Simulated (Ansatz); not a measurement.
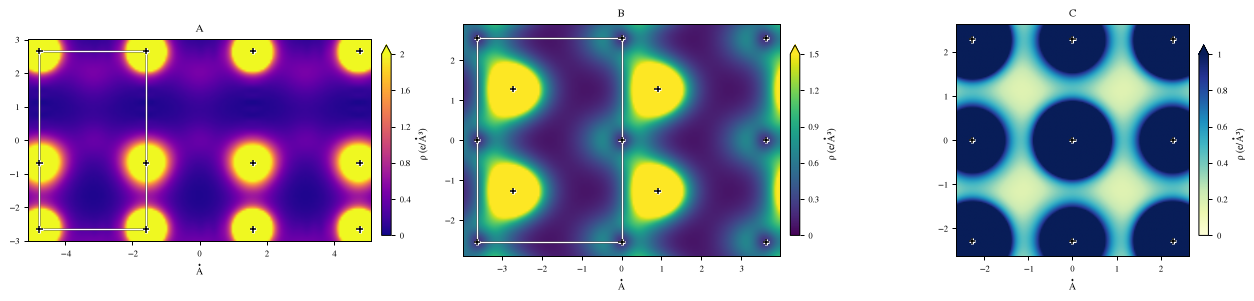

The valence charge density (pseudo) of 3 systems, each on a plane through atoms (crosses mark nuclei in the plane).

Method: DFT, PBE, plane-wave PAW, default files, scalar-relativistic (Ansatz).

System 1: ZrN, the (010) plane of the conventional cell. Space group Fm-3m; computed pressure about 4 GPa in this cell; computed without spin polarisation.

System 2: BN, the (011) plane of the conventional cell. Space group F-43m; computed pressure about 3 GPa in this cell.

```
B N
1.0
     3.61500    0.00000    0.00000
     0.00000    0.00000   -3.61500
     0.00000    3.61500    0.00000
B N
4 4
Direct
  0.50000 0.50000 0.00000
  0.00000 0.50000 0.50000
  0.00000 0.00000 0.00000
  0.50000 0.00000 0.50000
  0.25000 0.75000 0.25000
  0.75000 0.75000 0.75000
  0.75000 0.25000 0.25000
  0.25000 0.25000 0.75000
```

System 3: GaN, the (010) plane of the conventional cell. Space group P6₃mc.

```
Ga N
1.0
     3.18000    0.00000    0.00000
    -1.59000    2.75396    0.00000
     0.00000    0.00000    5.32098
Ga N
2 2
Direct
  0.33333 0.66667 0.00623
  0.66667 0.33333 0.50623
  0.33333 0.66667 0.37877
  0.66667 0.33333 0.87877
```

### Which map belongs to which system?

Panel A is system 3, GaN: the plane holds Ga and N. Ga–N (1.98 Å): ρ is about 0.68 e/Å³ halfway. Panel B is system 2, BN: the plane holds B and N. B–N (1.57 Å): ρ at the midpoint is about 1.4 e/Å³. Panel C is system 1, ZrN: the plane holds Zr and N. Zr–N (2.28 Å): ρ at the midpoint is about 0.46 e/Å³.
